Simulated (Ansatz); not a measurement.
**What a change does: geometry relaxation on GaP**

System: GaP (F-43m, 2 atoms in the cell).
Method of the first run: DFT, LDA, plane waves, PAW, no spin polarisation (Ansatz 0.2.0).

The structure was built on a prototype by a generator. The geometry comes from this level: PBE. Text and figures count atoms from 1; the logs count them from 0 in places.

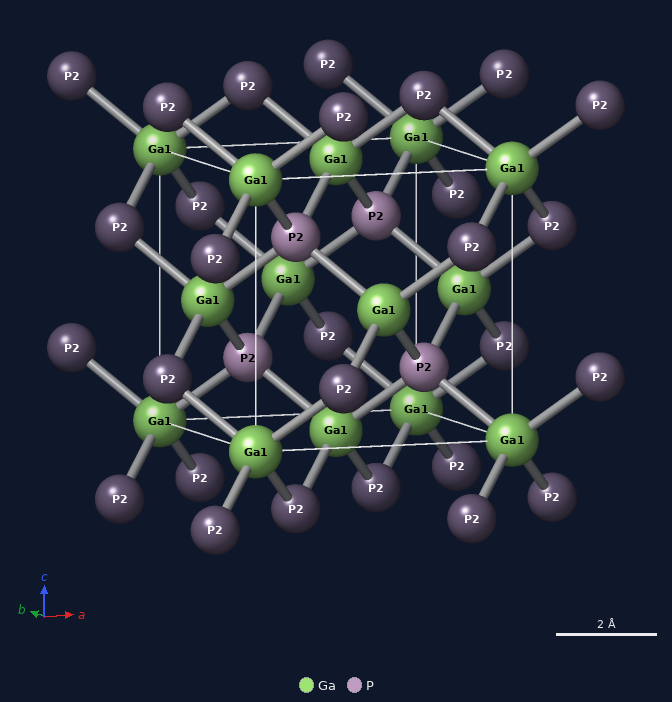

**Figure 1.** The input geometry (ball-and-stick view of the cell 4 times as large as that of the calculation, set on its symmetry axes, seen slightly off an axis; neighbours outside the cell are drawn fainter; atoms are numbered from 1 in the order of the input).

**Input file, the first run**
```yaml
crystal:
  lattice:
    - [0.0, 2.7530041267, 2.7530041267]
    - [2.7530041267, 0.0, 2.7530041267]
    - [2.7530041267, 2.7530041267, 0.0]
  atoms:
    - { symbol: Ga, position: [0.0, 0.0, 0.0] }
    - { symbol: P, position: [0.25, 0.25, 0.25] }
kpoints:
  mp_grid: { grid: [8, 8, 8] }
hamiltonian:
  xc: lda
scf:
  occupations: { method: fermi_dirac, width: 0.02 }
relax:
  f_tol: 0.005
  cell: {}
```

Launched with:
```bash
ansatz run input.yaml --threads 4 --pin off --max-ram 7372MiB --backend cpu --events-out ev --progress --plain --runs-dir out
```

Hardware: 4 threads of Intel Xeon (Sapphire Rapids), 64 GiB of memory available, shared host.

**Output, shortened to warnings, some set-up lines, iterations and results (the first run)**
```
Basis set: ecut = 420 eV, 869 PW (Γ)
Symmetry: 24 space group operations
k-points: 29 of 512 (time reversal used)
Initial density: superposition of atomic densities (neutral atoms: chi_scale 0, normalization atom), corrected by the library's trained network
[...]
SCF iter   1: F=—  HF=-4433.730182 eV  |F-HF|=—  |Δ(HF+E_count)|=         —  Δρ=6.36e-3  dr2=1.80e-2  ethr=1.77e-3  ⟨swp⟩=6.6  Hψ=2561  notcnv=0
SCF iter   2: F=—  HF=-4433.724292 eV  |F-HF|=—  |Δ(HF+E_count)|=   5.89e-3  Δρ=2.99e-3  dr2=1.75e-3  ethr=9.99e-5  ⟨swp⟩=3.0  Hψ=832  notcnv=0
SCF iter   3: F=—  HF=-4433.723853 eV  |F-HF|=—  |Δ(HF+E_count)|=   4.39e-4  Δρ=9.83e-4  dr2=3.22e-4  ethr=9.75e-6  ⟨swp⟩=2.0  Hψ=754  notcnv=0
SCF iter   4: F=—  HF=-4433.723747 eV  |F-HF|=—  |Δ(HF+E_count)|=   1.07e-4  Δρ=3.66e-4  dr2=2.64e-5  ethr=1.79e-6  ⟨swp⟩=2.0  Hψ=732  notcnv=0
SCF iter   5: F=—  HF=-4433.723747 eV  |F-HF|=—  |Δ(HF+E_count)|=   5.91e-7  Δρ=2.11e-5  dr2=1.21e-7  ethr=1.46e-7  ⟨swp⟩=2.9  Hψ=647  notcnv=0
[... 26 lines ...]
SCF iter   4: F=—  HF=-4433.765543 eV  |F-HF|=—  |Δ(HF+E_count)|=   4.39e-8  Δρ=1.78e-6  dr2=5.02e-10  ethr=2.03e-10  ⟨swp⟩=2.0  Hψ=638  notcnv=0
SCF iter   5: F=—  HF=-4433.765543 eV  |F-HF|=—  |Δ(HF+E_count)|=  1.35e-10  Δρ=5.56e-7  dr2=2.97e-11  ethr=2.79e-12  ⟨swp⟩=3.1  Hψ=753  notcnv=0
SCF iter   6: F=-4433.765543 eV  HF=-4433.765543 eV  |F-HF|=0.00e0  |Δ(HF+E_count)|=  2.36e-11  Δρ=7.70e-8  dr2=5.77e-13  ethr=1.00e-12  ⟨swp⟩=6.0  Hψ=1534  notcnv=0
SCF 5 converged in 6 iterations: F = -4433.765543 eV  dr2 = 5.77e-13
relax step   5: F+E_penalty+E_count = -4433.76554343 eV  Δ(F+E_penalty+E_count) = +5.988e-4 eV  max|allowed force component| = 4.510e-17 eV/Å  Δτ_max = 0.0000 Å  P = -0.014 …
basis re-selected at this cell: Δ(F+E_penalty+E_count) = +5.988e-4 eV, ΔP = -0.008 GPa vs the last step (what re-selecting the basis moved, of the pressure what is left beyond the Pulay correction that the steps carried, after the strain that the cell walked since its last selection, with what the …
SCF converged after 6 iterations
Free energy (F): -4433.765543 eV
Harris-Foulkes:  -4433.765543 eV  (|F-HF|=0.00e0)
Internal energy: -4433.765543 eV  (E = F + TS)
E sigma→0 (E₀):  -4433.765543 eV
Fermi energy:    7.967447 eV
--- Per-component energies (eV) ---
  E_band       = -58.381143
  E_kinetic    = 187.690048
  E_local      = -2183.950303  (includes V_loc(G=0)·N_el)
  E_nonlocal   = 462.042585
  E_hartree    = 1009.054349
  E_xc         = -130.658717
  E_vxc        = -120.345668  (∫ρ·V_xc dr)
  E_paw        = -2452.775410  (= ΣΔE_a)
  E_vpaw       = -421.926367  (= ΣTr[D̂ρ^β])
  E_aug_tail   = -0.000127  (compensation charges beyond the density's cutoff)
  E_ewald      = -1327.013800
  E_core_change = 1.845831  (= ΣΔE_core)
  E_smearing   = -0.000000  (= −TS)
  E_closure    = -0.000000  (closes the sum)
  Σ components = -4433.765543   (vs F -4433.765543, Δ=0.00e0)
--- Forces (eV/Å), atoms counted from 1 ---
  atom   1  Ga    -0.00000000     0.00000000    -0.00000000
  atom   2  P     -0.00000000     0.00000000     0.00000000
  max |Σ_I F_I| component: 3.01e-17 eV/Å
--- Stress (GPa, compression-positive) ---
       -0.013719      -0.000000       0.000000
       -0.000000      -0.013719      -0.000000
       -0.000000       0.000000      -0.013719
  P = ⅓ Tr σ = -0.0137 GPa (-0.137 kbar)
--- Relaxed structure (4 steps of the walk, 4 accepted, 1 SCFs on fresh bases) ---
  F+E_penalty+E_count = -4433.76554343 eV   max|allowed force component| = 4.510e-17 eV/Å   (the final SCF, on the basis selected at the relaxed cell)
  cell:  # Å, volume = 39.1800 Å³
    - [-1.1209818472370299e-33, 2.695741094374032, 2.695741094374032]
    - [2.695741094374032, 1.1209818472370297e-32, 2.695741094374032]
    - [2.695741094374032, 2.695741094374032, 7.031613405395915e-33]
  atoms:
    - { symbol: Ga, position: [-1.5871583768986806e-33, 1.6425413138336206e-33, 1.3656266291589198e-33] }
    - { symbol: P, position: [0.25, 0.25, 0.25] }
```

For the second run the input was changed thus:
```diff
-  xc: lda
+  xc: r2scan
```

How does the second run compare with the first run?

The total energies belong to different methods, so their difference says nothing on which is more stable or more accurate. The volume per atom goes from 19.59 to 20.24 Å³. The functional changes from LDA to r2SCAN. The SCF takes 23 iterations over all geometry steps against 26. The default cutoff goes from 420 to 500 eV with the change. On the same kind of shared host the second run took about 1.5 times as long.

**Output, shortened to warnings, some set-up lines, iterations and results (the second run)**
```
Basis set: ecut = 500 eV, 1067 PW (Γ), exchange–correlation on 120×120×120 points (64 copies of the dense FFT grid, shifted against one another)
Symmetry: 24 space group operations
k-points: 29 of 512 (time reversal used)
Initial density: superposition of atomic densities (neutral atoms: chi_scale 0, normalization atom), corrected by the library's trained network
[...]
SCF iter   1: F=—  HF=-4550.465584 eV  |F-HF|=—  |Δ(HF+E_count)|=         —  Δρ=8.71e-3  dr2=1.85e-2  dr2_τ=6.50e-3  ethr=1.77e-3  ⟨swp⟩=6.2  Hψ=2539  notcnv=0
SCF iter   2: F=—  HF=-4550.474404 eV  |F-HF|=—  |Δ(HF+E_count)|=   8.82e-3  Δρ=2.26e-3  dr2=3.08e-3  dr2_τ=9.49e-5  ethr=1.03e-4  ⟨swp⟩=3.0  Hψ=1071  notcnv=0
SCF iter   3: F=—  HF=-4550.472950 eV  |F-HF|=—  |Δ(HF+E_count)|=   1.45e-3  Δρ=1.73e-3  dr2=5.38e-4  dr2_τ=7.47e-6  ethr=1.71e-5  ⟨swp⟩=2.0  Hψ=755  notcnv=0
SCF iter   4: F=—  HF=-4550.473171 eV  |F-HF|=—  |Δ(HF+E_count)|=   2.21e-4  Δρ=2.12e-4  dr2=3.31e-5  dr2_τ=3.86e-7  ethr=2.99e-6  ⟨swp⟩=3.0  Hψ=695  notcnv=0
SCF iter   5: F=—  HF=-4550.473160 eV  |F-HF|=—  |Δ(HF+E_count)|=   1.11e-5  Δρ=7.11e-5  dr2=1.63e-6  dr2_τ=2.47e-8  ethr=1.84e-7  ⟨swp⟩=2.0  Hψ=469  notcnv=0
[... 21 lines ...]
SCF iter   4: F=—  HF=-4550.482854 eV  |F-HF|=—  |Δ(HF+E_count)|=   9.80e-9  Δρ=1.62e-6  dr2=4.96e-10  dr2_τ=1.44e-11  ethr=9.44e-11  ⟨swp⟩=2.0  Hψ=638  notcnv=0
SCF iter   5: F=—  HF=-4550.482854 eV  |F-HF|=—  |Δ(HF+E_count)|=  3.47e-10  Δρ=6.18e-7  dr2=9.54e-11  dr2_τ=1.85e-12  ethr=2.76e-12  ⟨swp⟩=2.0  Hψ=640  notcnv=0
SCF iter   6: F=-4550.482854 eV  HF=-4550.482854 eV  |F-HF|=2.73e-12  |Δ(HF+E_count)|=  9.09e-12  Δρ=3.74e-8  dr2=4.29e-13  dr2_τ=5.00e-14  ethr=1.00e-12  ⟨swp⟩=6.1  Hψ=1612  …
SCF 4 converged in 6 iterations: F = -4550.482854 eV  dr2 = 4.29e-13
relax step   4: F+E_penalty+E_count = -4550.48285432 eV  Δ(F+E_penalty+E_count) = +3.120e-4 eV  max|allowed force component| = 7.401e-17 eV/Å  Δτ_max = 0.0000 Å  P = +0.029 …
basis re-selected at this cell: Δ(F+E_penalty+E_count) = +3.120e-4 eV, ΔP = -0.005 GPa vs the last step (what re-selecting the basis moved, of the pressure what is left beyond the Pulay correction that the steps carried, after the strain that the cell walked since its last selection, with what the …
SCF converged after 6 iterations
Free energy (F): -4550.482854 eV
Harris-Foulkes:  -4550.482854 eV  (|F-HF|=2.73e-12)
Internal energy: -4550.482854 eV  (E = F + TS)
E sigma→0 (E₀):  -4550.482854 eV
Fermi energy:    7.835813 eV
--- Per-component energies (eV) ---
  E_band       = -67.657764
  E_kinetic    = 185.476541
  E_local      = -2202.807687  (includes V_loc(G=0)·N_el)
  E_nonlocal   = 460.450698
  E_hartree    = 1020.527806
  E_xc         = -120.987531
  E_vxc        = -124.830839  (∫ρ·V_xc dr)
  E_paw        = -2579.825689  (= ΣΔE_a)
  E_vpaw       = -433.017454  (= ΣTr[D̂ρ^β])
  E_aug_tail   = -0.000042  (compensation charges beyond the density's cutoff)
  E_vtau       = 6.015400  (kinetic-family band-sum trace: ∫τ·v_τ [+ j·A + Jᵃ·Aᵃ] dr)
  E_ewald      = -1312.573038
  E_core_change = -0.743912  (= ΣΔE_core)
  E_smearing   = -0.000000  (= −TS)
  E_closure    = -0.000000  (closes the sum)
  Σ components = -4550.482854   (vs F -4550.482854, Δ=0.00e0)
--- Forces (eV/Å), atoms counted from 1 ---
  atom   1  Ga     0.00000000     0.00000000    -0.00000000
  atom   2  P     -0.00000000     0.00000000     0.00000000
  max |Σ_I F_I| component: 8.33e-17 eV/Å
--- Stress (GPa, compression-positive) ---
        0.028544      -0.000000      -0.000000
       -0.000000       0.028544       0.000000
       -0.000000       0.000000       0.028544
  P = ⅓ Tr σ = 0.0285 GPa (0.285 kbar)
--- Relaxed structure (3 steps of the walk, 3 accepted, 1 SCFs on fresh bases) ---
  F+E_penalty+E_count = -4550.48285432 eV   max|allowed force component| = 7.401e-17 eV/Å   (the final SCF, on the basis selected at the relaxed cell)
  cell:  # Å, volume = 40.4874 Å³
    - [-3.8215290246716928e-34, 2.7253992946765, 2.7253992946765]
    - [2.7253992946765, 3.872482745000648e-33, 2.7253992946765]
    - [2.7253992946765, 2.7253992946765, 1.452181029375243e-33]
  atoms:
    - { symbol: Ga, position: [-1.0464460189286067e-33, 8.773823167061577e-34, 9.88148190576038e-34] }
[...]
```

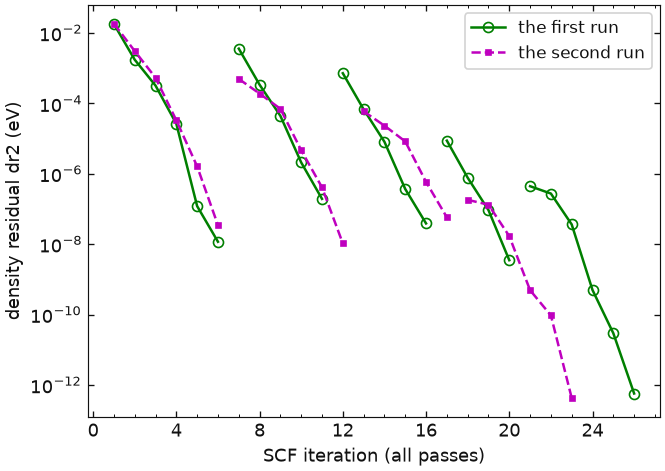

**Figure 2.** Convergence of the two runs: density residual dr2 against the SCF iteration. A break in a curve parts two SCF passes. The first run takes 26 iterations in all, and the second run takes 23.

**The two runs side by side**

```tsv
quantity	the first run	the second run
outcome	converged	converged
free energy per atom (eV)	−2216.8828	−2275.2414
pressure (GPa)	−0.01	0.03
volume per atom (Å³)	19.59	20.24
largest force (eV/Å)	0.000	0.000
SCF iterations	26	23
irreducible k-points	29	29
wall time (shared host)	3 s	4.4 s
```
